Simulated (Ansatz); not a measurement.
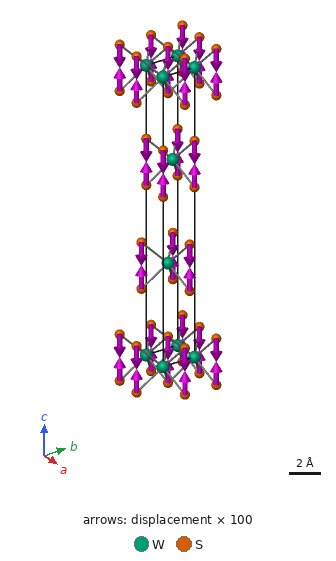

A relaxation of crystalline WS2 (built on the database_160 type). The starting structure is drawn; purple arrows show the displacements (the part carried along by the change of the cell is left out), magnified 100 times.

A ball-and-stick model of the conventional cell (3 times the calculation's cell), seen slightly off an axis. Lengths and directions refer to the drawn axes.

Case: structure listed in a database for this formula (R3m, No. 160).

Method: DFT r2SCAN, scalar-relativistic, plane waves, PAW (Ansatz). Set-up: plane-wave cutoff 500 eV; k-point mesh 12 × 12 × 12; occupations gaussian; smearing width 0.02 eV; no spin polarisation; cell and atoms relaxed; force threshold 0.01 eV/Å; at most 80 steps.

Question: Which element moves most?

Answer: Sulfur: up to 0.016 Å, against 0.000 Å for tungsten.

Question: Describe the change and its energy.

Answer: The largest moves relative to the cell, 0.016 Å, are those of S atoms. W stays in place. The volume changes by +0.8 %, with a = b 3.185 → 3.182 Å (−0.1 %), c 19.469 → 19.665 Å (+1.0 %). The space group stays R3m (No. 160). The energy falls by 0.1 meV per atom in 3 accepted moves (5 points after the start). The largest force component goes from 0.036 to 0.00038 eV/Å. The pressure goes from −0.23 to 0.00 GPa. The line search rejected the trial step at point 3 of the run. At 1 point the geometry stayed and the basis and grid were re-selected for the new cell (energy shift of less than 0.05 meV per atom at most each time).
